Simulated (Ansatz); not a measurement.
## Bi₂Te₃: single-point calculation (part 2 of 2)

Bi₂Te₃ (R-3m, 5 atoms in the cell); DFT HSE06, scalar-relativistic, plane waves, PAW, no spin polarisation (Ansatz 0.2.0); cutoff 420 eV, 4×4×4 k-mesh, Gaussian smearing of 0.05 eV. 

```
hybrid outer 2: dexx = +8.749e-7 eV, tail = 1.74e-8 eV, Δε = 2.63e-3 eV (about 5.91e-5 eV left of the loop's levels), ΔF = 5.33e-3 eV/Å (tail 5.72e-4)
hybrid SCF converged: 2 outer / 15 inner (+6 warm-up), last move |dexx| = 8.75e-7 eV, tail = 1.74e-8 eV
Stability not checked: this state was not tested for a lower state beside it, because the functional holds exact exchange (a hybrid, or Hartree-Fock), whose exchange loop this test does not read (fock_operator; see scf.lower_state_search)
Free energy (F): -45754.855149 eV
Frozen-core exchange: fock
Harris-Foulkes:  -45754.855149 eV  (|F-HF|=1.38e-10)
Internal energy: -45754.855149 eV  (E = F + TS)
E sigma→0 (E₀):  -45754.855149 eV
Fermi energy:    8.116590 eV
--- Per-component energies (eV) ---
  E_band       = -1222.545710
  E_kinetic    = 1137.098862
  E_local      = -7410.452112  (includes V_loc(G=0)·N_el)
  E_nonlocal   = 190.929368
  E_hartree    = 3663.997707
  E_xc         = -542.778915
  E_vxc        = -480.504643  (∫ρ·V_xc dr)
  E_exx        = -204.757881  (= α·E_x^exact, valence–valence)
  E_paw        = -35262.695137  (= ΣΔE_a)
  E_vpaw       = -1578.095594  (= ΣTr[D̂ρ^β])
  E_aug_tail   = -0.001410  (compensation charges beyond the density's cutoff)
  E_ewald      = -7325.956406
  E_core_change = -0.239225  (= ΣΔE_core)
  E_smearing   = -0.000000  (= −TS)
  E_closure    = -0.000001  (closes the sum)
  Σ components = -45754.855149   (vs F -45754.855149, Δ=0.00e0)
--- Forces (eV/Å), atoms counted from 1 ---
  atom   1  Bi     0.00000000    -0.00000000     0.12176674
  atom   2  Bi    -0.00000000     0.00000000    -0.12176674
  atom   3  Te    -0.00000000     0.00000000     0.00000000
  atom   4  Te     0.00000000    -0.00000000     0.33052554
  atom   5  Te    -0.00000000     0.00000000    -0.33052554
  max |Σ_I F_I| component: 4.73e-29 eV/Å
--- Stress (GPa, compression-positive) ---
       -1.629190       0.000000      -0.000000
        0.000000      -1.629190      -0.000000
       -0.000000      -0.000000      -1.536607
  P = ⅓ Tr σ = -1.5983 GPa (-15.983 kbar)
--- Band table (eV; the first three rows and the last of 13) ---
  k-point 0: bands = ["-31.1602", "-31.1602", "-31.1598", "-31.1598", "-31.1448", "-31.1448", "-31.1436", "-31.1436", "-31.1363", "-31.1362", "-30.9637", "-30.9554", "-30.9554", "-30.9136", "-30.9136", "-17.3815", "-17.3815", "-17.3795", "-17.3795", "-17.3650", "-17.3640", "-17.3618", "-17.3618", "-17.3606", "-17.3606", "-6.4182", "-5.7827", "-4.2231", "-1.8159", "-1.0017", "5.6691", "5.7599", "6.0182", "6.0182", "6.1677", "6.1677", "6.9170", "6.9170", "7.6621", "8.5711", "9.0794", "9.0794", "10.1917", "10.3963", "10.3963", "13.4605", "14.3864"]
  k-point 1: bands = ["-31.1602", "-31.1598", "-31.1597", "-31.1592", "-31.1450", "-31.1450", "-31.1438", "-31.1435", "-31.1359", "-31.1359", "-30.9634", "-30.9556", "-30.9555", "-30.9135", "-30.9130", "-17.3873", "-17.3849", "-17.3791", "-17.3770", "-17.3645", "-17.3628", "-17.3608", "-17.3591", "-17.3590", "-17.3579", "-5.8462", "-5.2845", "-3.8980", "-2.2932", "-1.6776", "3.7345", "4.3051", "4.6788", "5.0065", "5.5768", "6.0050", "6.7987", "6.8732", "7.2203", "9.2550", "9.8442", "9.8514", "10.8265", "10.9683", "12.1138", "12.4179", "14.0446"]
  k-point 2: bands = ["-31.1601", "-31.1598", "-31.1592", "-31.1585", "-31.1452", "-31.1451", "-31.1441", "-31.1433", "-31.1355", "-31.1355", "-30.9631", "-30.9557", "-30.9555", "-30.9134", "-30.9124", "-17.3932", "-17.3905", "-17.3783", "-17.3754", "-17.3661", "-17.3644", "-17.3568", "-17.3550", "-17.3548", "-17.3541", "-4.5361", "-4.5080", "-3.9972", "-3.1382", "-2.7173", "2.4606", "4.2877", "4.3269", "4.4871", "4.8546", "4.9702", "5.7780", "6.8129", "7.1311", "8.9626", "9.6709", "10.8848", "11.2043", "11.8193", "11.9419", "12.0144", "13.6860"]
  k-point 12: bands = ["-31.1602", "-31.1602", "-31.1598", "-31.1598", "-31.1448", "-31.1448", "-31.1436", "-31.1436", "-31.1363", "-31.1362", "-30.9636", "-30.9554", "-30.9554", "-30.9136", "-30.9136", "-17.3815", "-17.3815", "-17.3795", "-17.3795", "-17.3650", "-17.3640", "-17.3618", "-17.3618", "-17.3606", "-17.3606", "-6.3436", "-5.9391", "-3.9718", "-2.3151", "-0.6146", "5.1271", "5.9579", "5.9579", "6.3082", "6.3082", "6.3690", "6.7869", "6.7869", "7.3927", "8.8384", "9.3360", "9.3360", "10.0332", "10.1246", "10.1246", "13.4826", "14.2661"]
--- Löwdin populations: 5 sites ---
  site symbol       q [e]
     0     Bi     14.5329
     1     Bi     14.5329
     2     Te     16.3842
     3     Te     16.1840
     4     Te     16.1840
  spilling = 0.002334 (of n_electrons = 78.000000)
```

## File populations.tsv
```
# site	symbol	l	j	q
# orbitals = lowdin
# n_electrons = 78.000000
# spilling = 0.002334
0	Bi	0_6S	-	1.967040
0	Bi	1_6P	-	2.566981
0	Bi	2_5D	-	9.998885
1	Bi	0_6S	-	1.967040
1	Bi	1_6P	-	2.566981
1	Bi	2_5D	-	9.998885
2	Te	0_5S	-	1.857079
2	Te	1_5P	-	4.528126
2	Te	2_4D	-	9.998975
3	Te	0_5S	-	1.890855
3	Te	1_5P	-	4.294109
3	Te	2_4D	-	9.999031
4	Te	0_5S	-	1.890855
4	Te	1_5P	-	4.294109
4	Te	2_4D	-	9.999031
```

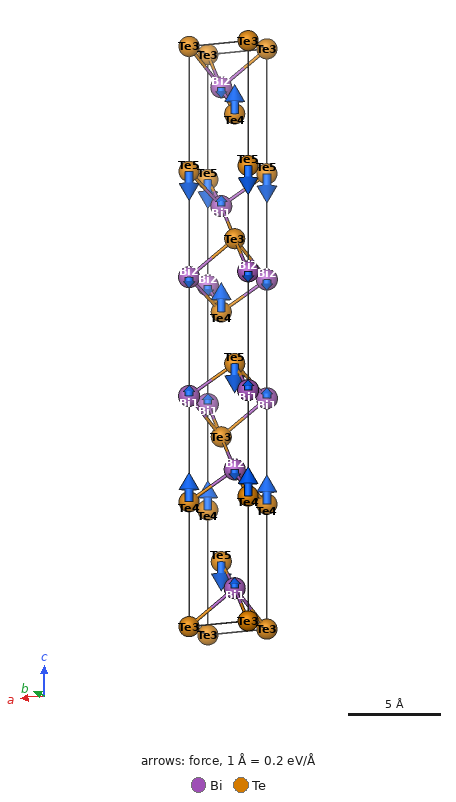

Fig. 1: Forces on the atoms as blue arrows (ball-and-stick view of the cell 3 times as large as that of the calculation, set on its symmetry axes, seen at an oblique angle; atoms are numbered from 1 in the order of the input). The largest act on Te4, Te5 (0.33 eV/Å); Bi1, Bi2 (0.12 eV/Å). The geometry is not a stationary point of this energy.

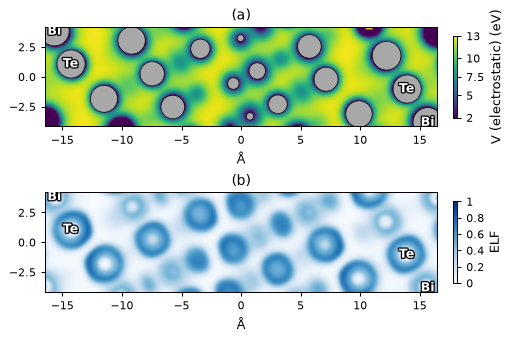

Fig. 2: (a) electrostatic potential energy of an electron; (b) ELF on the (111) plane of the conventional cell. Grey discs, where drawn, cover atomic cores. Bi–Te (3.09 Å): the ELF peaks at about 0.70 in the valence shell of Te, 1.3 Å from its nucleus, and drops to about 0.35 between the two atoms. Bi–Te (3.29 Å): the ELF peaks at about 0.65 in the valence shell of Te, 1.3 Å from its nucleus, and drops to about 0.30 between the two atoms. The strong features right at Bi lie inside the PAW spheres (semicore, d or f shells) and say nothing about bonding. Outside the cores the potential energy rises away from the atoms and is highest about 2.8 Å from the nearest atoms; outside the discs it spans about 11 eV, and its zero is arbitrary. In a PAW calculation such maps are meaningful between the atoms, not at the nuclei.

This output came from the following input.

## The input
```yaml
crystal:
  lattice:
    - [2.2248063976, 1.2844925725, 10.6494745158]
    - [-2.2248063976, 1.2844925725, 10.6494745158]
    - [0.0, -2.5689851451, 10.6494745158]
  atoms:
    - { symbol: Bi, position: [0.3976135335, 0.3976135335, 0.3976135335] }
    - { symbol: Bi, position: [0.6023864665, 0.6023864665, 0.6023864665] }
    - { symbol: Te, position: [0.0, 0.0, 0.0] }
    - { symbol: Te, position: [0.21523085, 0.21523085, 0.21523085] }
    - { symbol: Te, position: [0.78476915, 0.78476915, 0.78476915] }
basis:
  ecutwfc: 420
  ecutrho_ratio: 4
kpoints:
  mp_grid: { grid: [4, 4, 4] }
hamiltonian:
  xc: hse06
scf:
  occupations: { method: gaussian, width: 0.05 }
output:
  forces: true
  stress: true
  eigenvalues: true
  populations: true
  write_density: true
  write_potential: true
  elf: true
  volumetric_format: npy
```

Launched with:
```bash
ansatz run input.yaml --threads 4 --pin off --max-ram 7168MiB --backend cpu --events-out ev --progress --plain --runs-dir out
```

## Key numbers

```csv
quantity,value
outcome,converged
space group (tolerance 0.01 Å),R-3m (166)
electrons treated,78
free energy,−45754.8551 eV
Fermi energy,8.117 eV
gap on the k-point mesh,0.91 eV
pressure,−1.60 GPa
largest force (length of the vector),0.331 eV/Å
hardware,"4 threads of Arm Neoverse V2, 24 GiB of memory available, shared host"
wall time,65 s (CPU time 4 min)
peak memory,3.6 GiB
```

## Notes

The program warns: the exchange loop's threshold is looser than advised for the stress; the SCF threshold is looser than advised for the printed stress. Spin–orbit coupling is left out, which matters for Bi.
